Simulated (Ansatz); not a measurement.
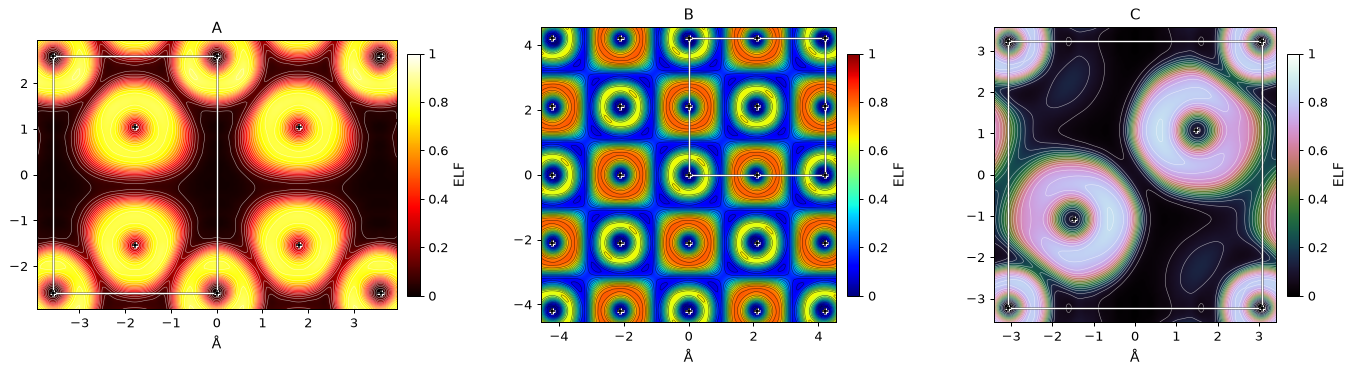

The electron localisation function of 3 systems, each on a plane through atoms (crosses mark nuclei in the plane).

Level of theory: Ansatz, DFT, PBEsol, PAW with Ansatz's default frozen-core files, scalar-relativistic; relaxation of cell and atoms.

System 1: TiN, the (001) plane of the conventional cell. Space group Fm-3m; computed without spin polarisation.

```cif
data_structure
_symmetry_space_group_name_H-M 'P 1'
_symmetry_Int_Tables_number 1
_cell_length_a 4.2043
_cell_length_b 4.2043
_cell_length_c 4.2043
_cell_angle_alpha 90.000
_cell_angle_beta 90.000
_cell_angle_gamma 90.000
_cell_volume 74.31
loop_
_atom_site_label
_atom_site_type_symbol
_atom_site_fract_x
_atom_site_fract_y
_atom_site_fract_z
_atom_site_occupancy
Ti1 Ti 0.00000 0.00000 0.00000 1
Ti2 Ti 0.50000 0.50000 0.00000 1
Ti3 Ti 0.50000 0.00000 0.50000 1
Ti4 Ti 0.00000 0.50000 0.50000 1
N1 N 0.50000 0.00000 0.00000 1
N2 N 0.00000 0.50000 0.00000 1
N3 N 0.00000 0.00000 0.50000 1
N4 N 0.50000 0.50000 0.50000 1
```

System 2: ZrO$_{2}$, the (010) plane of the conventional cell. Space group P4₂/nmc.

```yaml
crystal:
  lattice:
    - [3.58447, 0.00000, 0.00000]
    - [0.00000, 3.58447, 0.00000]
    - [0.00000, 0.00000, 5.17715]
  atoms:
    - { symbol: Zr, position: [0.00000, 0.00000, 0.00000] }
    - { symbol: Zr, position: [0.50000, 0.50000, 0.50000] }
    - { symbol: O, position: [0.00000, 0.50000, 0.20148] }
    - { symbol: O, position: [0.00000, 0.50000, 0.70148] }
    - { symbol: O, position: [0.50000, 0.00000, 0.29852] }
    - { symbol: O, position: [0.50000, 0.00000, 0.79852] }
```

System 3: ZrSe$_{2}$, the (110) plane of the conventional cell. Space group P-3m1.

> Which map belongs to which system?

Panel A is system 2, ZrO$_{2}$: the plane holds Zr and O. Zr–O (2.07 Å): the ELF peaks at about 0.85 in the valence shell of O, 0.6 Å from its nucleus, and drops to about 0.25 between the two atoms; no localised pair shows between them. Panel B is system 1, TiN: the plane holds Ti and N. Ti–N (2.10 Å): the ELF peaks at about 0.80 in the valence shell of N, 0.7 Å from its nucleus, and is about 0.20 at the midpoint: no shared electron pair shows on this line. Panel C is system 3, ZrSe$_{2}$: the plane holds Zr and Se. Zr–Se (2.68 Å): the ELF is about 0.45 at the midpoint.
